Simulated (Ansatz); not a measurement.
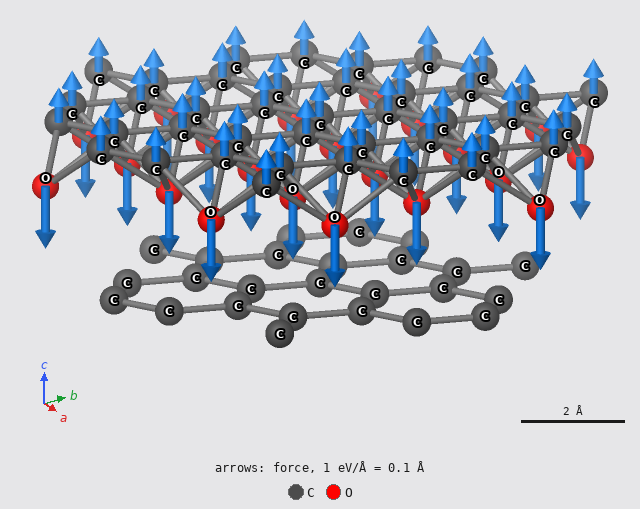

Starting geometry of a slab of composition C₈O (cut from the P6_3/mmc phase) with the computed forces as blue arrows. The picture is a ball-and-stick view of the atoms within 5.8 Å of the atom that moves most (axes of the 3 × 3 repeat of the cell, outlined in the plane, without the vacuum), seen slightly off an axis.

Case: O put at a hollow C-C site. The slab is the (0 0 1) face of C with O on it. 4 atoms are held fixed.

These are results of DFT PBE+D3(BJ), scalar-relativistic, plane waves, PAW in Ansatz 0.2.0, not measurements.

Input
```yaml
crystal:
  lattice:
    - [2.464979667, 0.0, 0.0]
    - [-1.2324898335, 2.1347350114, 0.0]
    - [0.0, 0.0, 29.1076495408]
  atoms:
    - { symbol: C, position: [0.0, 0.0, 0.2920194646] }
    - { symbol: C, position: [0.6666666667, 0.3333333333, 0.2920194566] }
    - { symbol: C, position: [0.0, 0.0, 0.4077696707] }
    - { symbol: C, position: [0.3333333333, 0.6666666667, 0.4077696627] }
    - { symbol: C, position: [0.0, 0.0, 0.5235198769] }
    - { symbol: C, position: [0.6666666667, 0.3333333333, 0.5235198689] }
    - { symbol: C, position: [0.0, 0.0, 0.6392700831] }
    - { symbol: C, position: [0.3333333333, 0.6666666667, 0.6392700751] }
    - { symbol: O, position: [0.6666666667, 0.3333333333, 0.6062890621] }
basis:
  ecutwfc: 420
kpoints:
  mp_grid: { grid: [12, 12, 1] }
hamiltonian:
  xc: pbe
  dispersion: d3bj
scf:
  occupations: { method: gaussian, width: 0.1 }
output:
  forces: true
  eigenvalues: true
  write_density: true
  write_potential: true
  elf: true
  volumetric_format: npy
relax:
  adjacent_minimum: "off"
  f_tol: 0.03
  max_steps: 70
  constraints: [{ sites: [0, 1, 2, 3] }]
efield:
  axis: 3
  dipole_correction: true
  ramp_width: 0.04
```

Command:
```bash
ansatz run input.yaml --threads 2 --pin off --max-ram 5120MiB --backend cpu --events-out ev --progress --plain --runs-dir out
```

**Is this structure relaxed? If not, where do the atoms go?**

It isn't relaxed: the largest force vector, on O9, is 12.59 eV/Å. The final displacements follow the starting forces only in part (cosine between the two patterns 0.53). Over 14 accepted moves (16 points after the start) the energy falls by 5.080 eV per cell of the calculation. Largest force component: 13 eV/Å at the start, 0.018 eV/Å at the end. The line search rejected the trial steps at points 9, 15 of the run. The largest moves, 2.30 Å, are those of C7 and C8. C7 goes along the normal (+c). By element the largest moves are C 2.30 Å, O 0.33 Å. The lattice vectors keep their values. Among the contacts that change: C7–O9 1.717 → 3.253 Å. Bonds break, among them: C7–O9 (1.72 → 3.25 Å), C8–O9 (1.72 → 3.25 Å).

Limits of the set-up: the periodic images lie only 2.5 Å apart, so the values are limited by the cell's size.
